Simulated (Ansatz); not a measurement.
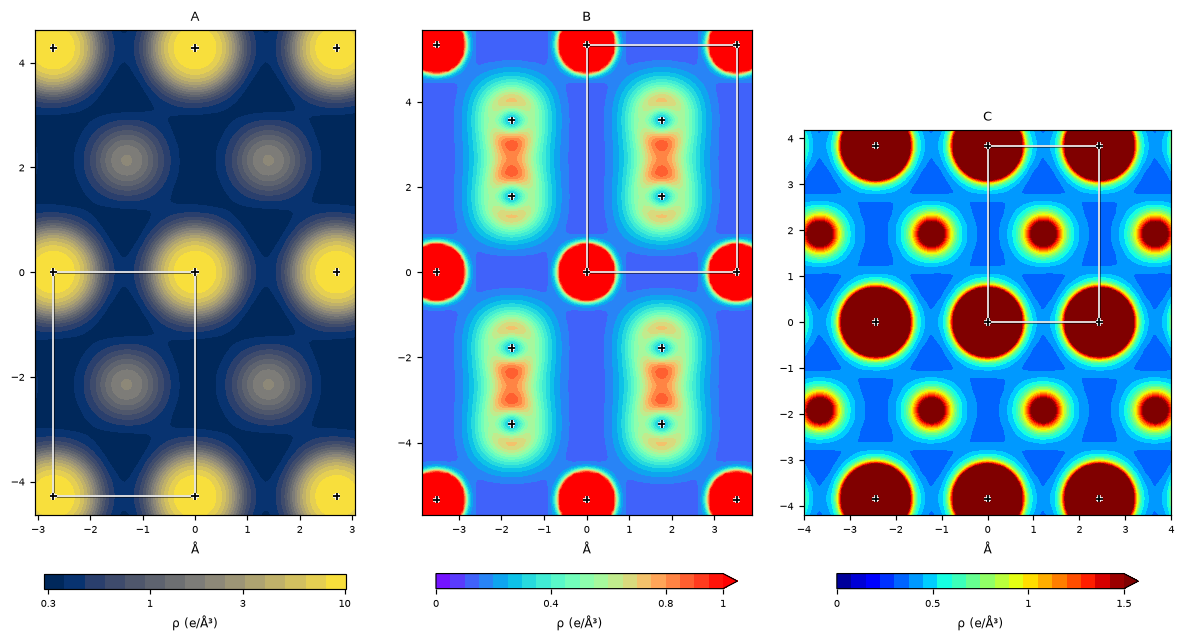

The valence pseudo-density of 3 systems, each on a plane through atoms (crosses mark nuclei in the plane).

These are results of Kohn-Sham DFT of a periodic cell, PBEsol, Ansatz PAW (Ansatz), not measurements.

System 1: Fe, the (100) plane of the conventional cell. Space group P6₃/mmc; a structure from a database of computed crystals, not necessarily the ambient phase; the program warned that no starting moments were given; spin-polarised, but the moments vanished.

```xyz
2
Lattice="2.4342 0.0000 0.0000 -1.2171 2.1080 0.0000 0.0000 0.0000 3.8419" Properties=species:S:1:pos:R:3 pbc="T T T"
Fe    1.2171    0.7027    2.8815
Fe    0.0000    1.4054    0.9605
```

System 2: Ru, the (001) plane of the standardised cell. Space group P-1; changed on purpose from its base cell (atoms moved at random by about 0.05 A); not relaxed (largest force 0.3 eV/Å); computed pressure about −6 GPa in this cell.

```
CELL_PARAMETERS angstrom
2.70580 0.00000 0.00000
0.00000 0.00000 -4.28190
-1.35290 2.34329 0.00000
ATOMIC_POSITIONS crystal
Ru 0.17539 0.24924 0.33171
Ru 0.82461 0.75076 0.66829
```

System 3: MgB$_{2}$, the (110) plane of the conventional cell. Space group P6/mmm; computed pressure about −3 GPa in this cell.

```xyz
3
Lattice="3.0850 0.0000 0.0000 -1.5425 2.6717 0.0000 0.0000 0.0000 3.5230" Properties=species:S:1:pos:R:3 pbc="T T T"
Mg    0.0000    0.0000    0.0000
B     1.5425    0.8906    1.7615
B     0.0000    1.7811    1.7615
```

Q: Which map belongs to which system?

A: Panel A is system 2, Ru: the plane holds Ru. Panel B is system 3, MgB$_{2}$: the plane holds Mg and B. B–B (1.78 Å): the density is about 0.82 e/Å³ at the midpoint. Panel C is system 1, Fe: the plane holds Fe. Fe–Fe (2.43 Å): the density is about 0.4 e/Å³ at the midpoint.
